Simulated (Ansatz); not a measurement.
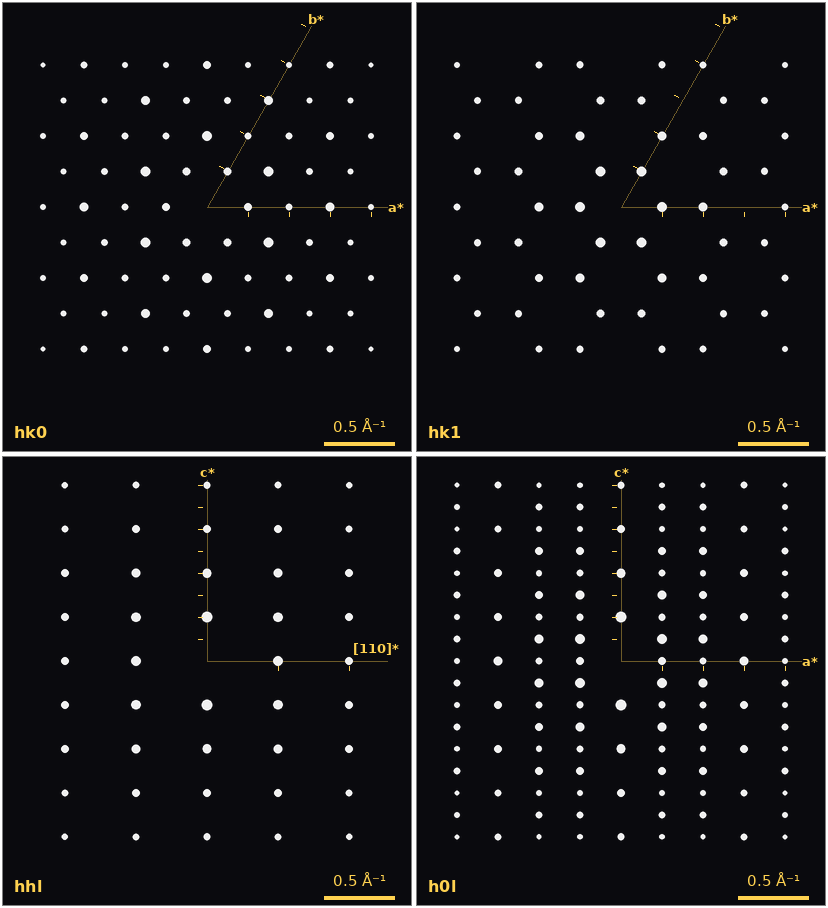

Four undistorted layers of reciprocal space, calculated for a single crystal (X-rays, kinematic |F|², B = 0.5 Å²). Tick marks count the reciprocal lattice steps of the conventional cell along each axis.

> Read the reciprocal cell and give the direct cell.

a* = 0.296, b* = 0.296, c* = 0.159 Å⁻¹, γ* = 60°; the cell is hexagonal with a = 3.90 Å, c = 6.30 Å (hexagonal axes).

> List the systematic absences.

Reflections are present only under these conditions. hkl: no condition; hk0: no condition; h0l: no condition; hhl: l = 2n; 00l: l = 2n. The lattice is primitive (P). Further gaps, such as 0 3 1, 3 0 1, 3 0 3, come from atoms on special positions, not from the group's general conditions.

> Which space groups fit?

The intensities have Laue symmetry 6/mmm (the hk0 layer shows 6mm, hk1 shows 6mm). With these conditions the candidates are P6_3mc (No. 186), P-62c (No. 190), P6_3/mmc (No. 194). Diffraction geometry alone does not choose among them; the structure has P6_3/mmc. The compound is Eu. Structure: the geometry relaxed at fixed volume with DFT PBE, spin-orbit coupling, plane waves, PAW (Ansatz 0.2.0); the starting structure was generated, so it need not be a known form of this composition.
